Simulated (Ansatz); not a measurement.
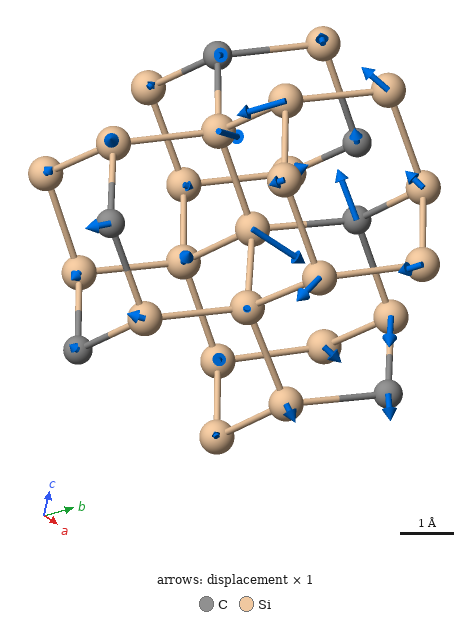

A relaxation of solid C$_{32}$Si$_{96}$ (a generated structure, set up in P1). The starting structure is drawn; blue arrows show the displacements (the part carried along by the change of the cell is left out), at their true length.

Style: ball-and-stick. Shown: the atoms within 4.2 Å of the atom that moves most (axes of the cell of the calculation (origin shifted)), slightly off an axis.

Method: Ansatz 0.2.0, DFT, PBEsol, PAW, plane waves. (plane-wave cutoff 420 eV; k-point mesh 1 × 1 × 1; mesh shifted by (0.5, 0.5, 0.5); no spin polarisation; cell relaxed at fixed shape; force threshold 0.03 eV/Å; at most 80 steps)

What happened in the run?

The energy falls by 510 meV per atom in 33 accepted moves (36 points after the start). The largest force component goes from 6.5 to 0.027 eV/Å. The pressure goes from 8.13 to −0.04 GPa. The line search rejected the trial steps at points 11, 16, 31 of the run. A Si atom moves most relative to the cell: 1.30 Å along [0 1 −1]. By element the largest moves are Si 1.30 Å, C 1.10 Å. The volume changes by −4.1 %, with a = b = c 14.038 → 13.843 Å (−1.4 %). Some distances before and after: C–Si 3.510 → 1.961 Å, C–Si 2.158 → 3.567 Å, Si–Si 2.146 → 3.411 Å, Si–Si 3.519 → 2.317 Å. New bonds form: C–C (2.18 → 1.57 Å), Si–Si (3.52 → 2.32 Å), Si–Si (3.53 → 2.42 Å). Bonds break: C–Si (2.16 → 3.57 Å), Si–Si (2.15 → 3.41 Å). Among the angles between lasting bonds that change: Si–Si–Si 110.7° → 61.4°, Si–Si–Si 109.1° → 143.4°, C–Si–Si 108.4° → 140.5°. The space group stays P1 (No. 1).
